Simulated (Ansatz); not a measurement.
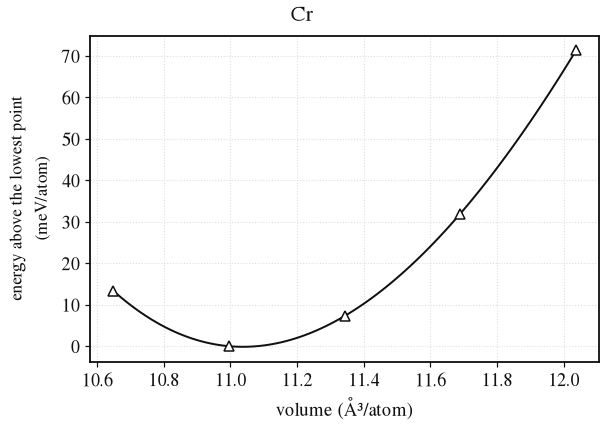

The plot gives the computed energy above the lowest point against volume for Cr, space group Im-3m (No. 229) (one of a set of cubic test structures, which need not be the stable phase).

Computed with Ansatz 0.2.0 development build: equation of state of a cubic crystal from periodic Kohn-Sham density functional theory without spin, third-order Birch-Murnaghan fit to the free energies; pressure corrected for the finite basis. Level: HSE06.

```
                setting                   value
         structure type                     bcc
          atoms in cell                       1
     space group number                     229
       lattice centring  body-centred primitive
                 k mesh                   6×6×6
      occupation method             Fermi–Dirac
       occupation width                  0.1 eV
            wave cutoff                  930 eV
               datasets           hand-made PAW
      density tolerance                    0 eV
                  bands                      11
   density cutoff ratio                       4
search for lower states                 default
   exchange singularity             regularized
```

Q: What equilibrium volume and bulk modulus follow from the curve?

A: A third-order Birch–Murnaghan fit gives V0 = 11.04 Å³/atom, B0 = 296 GPa and B′ = 4.4.

Limits of the calculation: coarse k-mesh, values are not converged in k; known magnet treated without spin, far from its ground state.
